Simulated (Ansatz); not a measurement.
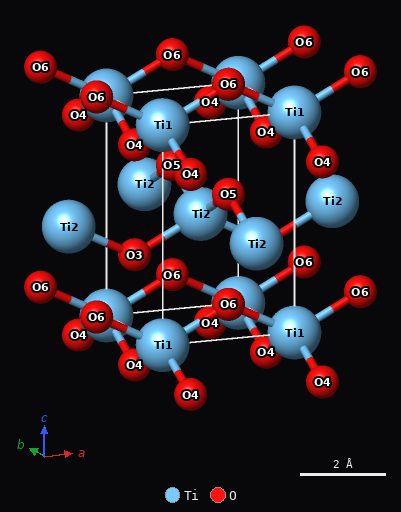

Starting structure of crystalline TiO2 (built on the tetragonal host type). A ball-and-stick model of the cell of the calculation, seen slightly off an axis.

Computed with Ansatz, DFT, PBEsol, plane waves, PAW.

The input:
```yaml
crystal:
  lattice:
    - [3.3885189007, 0.0, 0.0]
    - [0.0, 3.3885189007, 0.0]
    - [0.0, 0.0, 5.3419908032]
  atoms:
    - { symbol: Ti, position: [0.0, 0.0, 0.0] }
    - { symbol: Ti, position: [0.5, 0.5, 0.5] }
    - { symbol: O, position: [0.0, 0.5, 0.3431934238] }
    - { symbol: O, position: [0.0, 0.5, 0.8431934238] }
    - { symbol: O, position: [0.5, 0.0, 0.6568065762] }
    - { symbol: O, position: [0.5, 0.0, 0.1568065762] }
kpoints:
  mp_grid: { grid: [8, 8, 4] }
hamiltonian:
  xc: pbesol
scf:
  occupations: { method: fermi_dirac, width: 0.02 }
relax:
  f_tol: 0.005
  cell: {}
```

Launched with:
```bash
ansatz run input.yaml --threads 2 --pin off --max-ram 29491MiB --backend cpu --events-out ev --progress --plain --runs-dir out
```

**Predict the outcome.**

The energy falls by 73.2 meV per cell of the calculation in 8 accepted moves (10 points after the start). Largest force component: 0.063 eV/Å at the start, under 0.0001 eV/Å at the end. The pressure goes from −7.10 to −0.02 GPa. The SCF was repeated twice at an unchanged geometry on a basis and grid sized afresh for the cell, which shifted the energy by 12.2 meV per cell of the calculation at most. The largest moves relative to the cell, 0.051 Å, are those of O3, O4, O5 and O6. O4 goes along −c. Ti stays in place. Cell: a = b 3.389 → 3.361 Å (−0.8 %), c 5.342 → 5.134 Å (−3.9 %). Volume −5.4 %. Among the contacts that change: Ti1–O4 1.890 → 1.886 Å. The space group stays P4_2/nmc (No. 137). Cost: 17 s on 2 threads of AMD EPYC 7R13 Processor (Zen 3), with other jobs on the host, peak memory 0.52 GiB.

History of the run:

```csv
step,"E − E(0), meV/atom","largest force component, eV/Å","pressure, GPa","volume, Å³/atom",note
0,0.00,0.0626,-7.10,10.223,
1,-11.23,0.0997,-1.23,9.879,
2,-13.56,0.1078,1.00,9.718,
3,-14.07,0.0548,0.72,9.695,
4,-14.19,0.0043,-0.05,9.697,
5,-14.20,0.0031,-0.01,9.697,
6,-14.20,0.0000,0.00,9.696,
7,-12.16,0.0003,-0.40,9.696,"same geometry, new basis"
8,-12.39,0.0004,0.05,9.663,
9,-12.37,0.0000,0.00,9.667,
10,-12.20,0.0001,-0.02,9.667,"same geometry, new basis"
```

Final geometry:

```xyz
6
Lattice="3.3612 0.0000 0.0000 0.0000 3.3612 0.0000 0.0000 0.0000 5.1338" Properties=species:S:1:pos:R:3 pbc="T T T"
Ti    3.3612    3.3612    0.0000
Ti    1.6806    1.6806    2.5669
O     3.3612    1.6806    1.7110
O     3.3612    1.6806    4.2779
O     1.6806    3.3612    3.4227
O     1.6806    3.3612    0.8559
```

The end point in the same view:

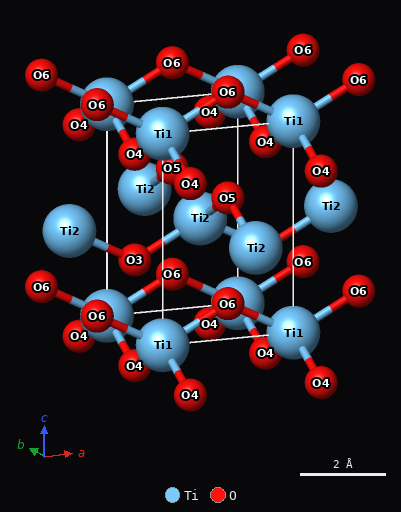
